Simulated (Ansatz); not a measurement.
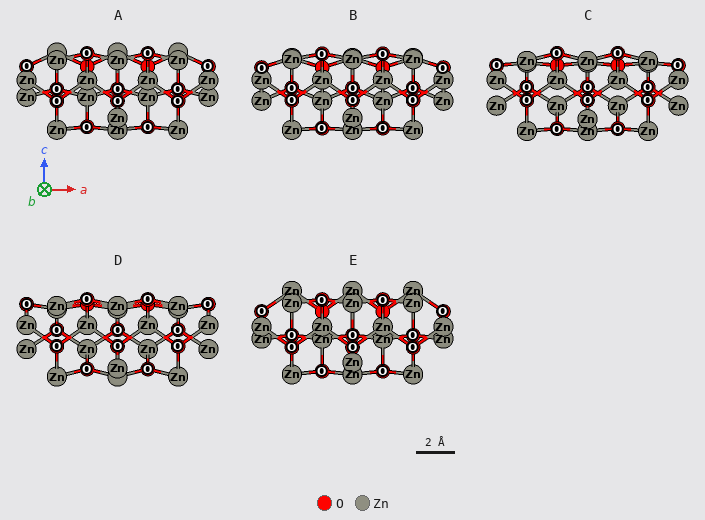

5 geometries from one relaxation of a slab of composition ZnO (cut from the P6_3mc phase), in shuffled order. A ball-and-stick model of the atoms within 5.8 Å of the atom that moves most (axes of the 2 × 1 repeat of the cell, outlined in the plane, without the vacuum (origin shifted)), seen along the b axis.

Case: (1 0 2) slab, atoms relaxed. The slab is the (1 0 2) face of ZnO.

Method: DFT PBEsol, scalar-relativistic, plane waves, PAW in Ansatz 0.2.0. Set-up: plane-wave cutoff 420 eV; k-point mesh 8 × 4 × 1; occupations gaussian; smearing width 0.05 eV; no spin polarisation; dipole correction; atoms relaxed in a fixed cell; force threshold 0.02 eV/Å; at most 60 steps.

Q: Order the frames from highest to lowest energy.

A: E, A, B, C, D. They are steps 0, 4, 9, 13, 22, at +2.178 eV per cell of the calculation, +0.932 eV per cell of the calculation, +0.740 eV per cell of the calculation, +0.390 eV per cell of the calculation relative to the last. The atom that moves furthest relative to the layer's centre is a Zn atom (1.13 Å at 32° to the normal (−c side)). By element the largest moves are Zn 1.13 Å, O 0.82 Å. The cell stays as it was. Among the contacts that change: O–Zn 3.238 → 1.965 Å, O–Zn 1.976 → 3.149 Å, O–Zn 1.976 → 2.841 Å, O–Zn 1.976 → 2.137 Å. New bonds form, among them: O–Zn (3.24 → 1.96 Å). Bonds break, among them: O–Zn (1.98 → 2.84 Å), O–Zn (1.98 → 3.15 Å). Among the angles between lasting bonds that change: Zn–O–Zn 108.7° → 92.1°, Zn–O–Zn 110.2° → 125.8°, O–Zn–O 110.2° → 125.8°. After 20 accepted moves (22 points after the start) the energy has fallen by 2.178 eV per cell of the calculation. Largest force component: 1.7 eV/Å at the start, 0.013 eV/Å at the end. The line search rejected the trial step at point 17 of the run. 1 step only repeated the SCF at the same geometry. The run took 22 min on 4 threads of Arm Neoverse V2, with other jobs on the host, peak memory 2.4 GiB.
